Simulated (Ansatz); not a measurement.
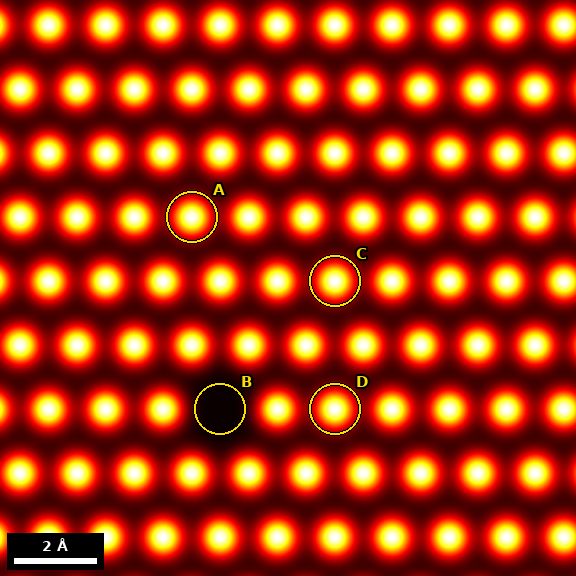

HAADF-like image of Ir (Im-3m, No. 229) along [210]. Simulation: incoherent imaging, intensity Z^1.8 per atom, probe width 0.75 Å, thin sample. The probe carries 25 % of its weight in a tail 2.5 times as wide.

The sample is 1 repeat (7.0 Å) thick. One point defect was put into the perfect crystal, without relaxing the atoms around it. Brightness is counted from the darkest point of the image. Host structure: the geometry given to an electronic-structure calculation, possibly off equilibrium; the starting structure was generated, so it need not be a known form of this composition.

**Which ringed column holds the defect, and does it scatter more or less than its equals?**

B; it scatters less. The column holds 1 atom (Ir) through the sample, and one Ir atom is missing, so its peak vanishes.
